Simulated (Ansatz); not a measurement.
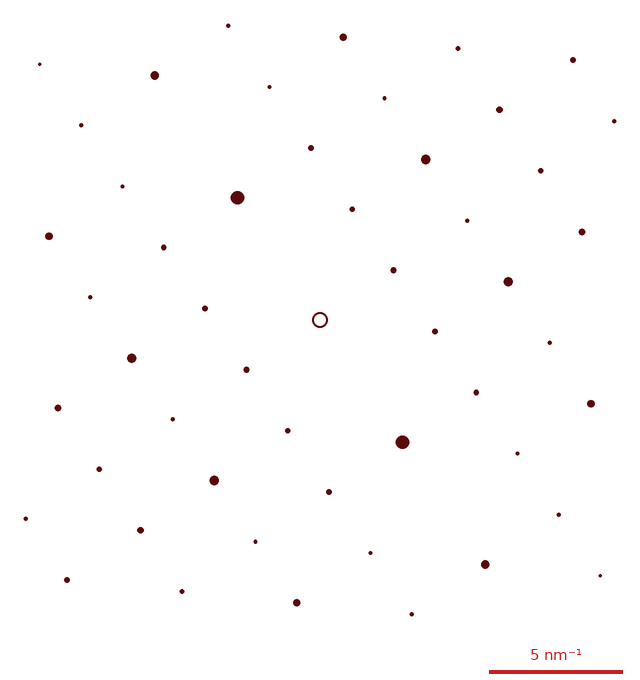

The pattern is a kinematic simulation for 120 kV electrons (no multiple scattering; isotropic B = 0.5 Å²).

Phase: PtSe2, space group P4/nmm (No. 129), a = 3.605 Å, c = 10.769 Å. Structure: the end point of a relaxation with DFT PBE, scalar-relativistic, plane waves, PAW in Ansatz; the starting structure was generated, so it need not be a known form of this composition.

```tsv
atom	site	symmetry	x	y	z
Pt	2c	4mm	0.5000	0.0000	0.4246
Se	2a	-4m2	0.0000	0.0000	0.0000
Se	2c	4mm	0.5000	0.0000	0.6563
```

Q: Determine the zone axis from the geometry of the pattern.

A: The spots form a rectangular net whose two shortest vectors correspond to d = 3.61 Å and 3.00 Å, 90.0° apart. They index as 0 1 0 (itself extinct) and 1 0 -2, so the zone axis is ±[201] (or an equivalent direction of <201>).

Q: Which reflections of this zone are missing, and why?

A: A screw axis and a glide plane both extinguish reflections such as 0 1 0, 0 3 0. In a thicker crystal double diffraction can put intensity into those places emptied by glide planes or screw axes that lie on the net of the visible spots, but never into those emptied by centring.

Q: List the strongest reflections.

A: Strongest reflections with d > 0.89 Å, one of each family (|F|² from tabulated Gaussian fits of the electron scattering factors, times a small damping for the curvature of the Ewald sphere):

```tsv
hkl	d (Å)	I (strongest = 100)
0 2 0	1.803	100
2 1 -4	1.383	23
0 4 0	0.901	17
2 3 -4	0.937	8
3 1 -6	0.962	5
1 0 -2	2.996	3
```
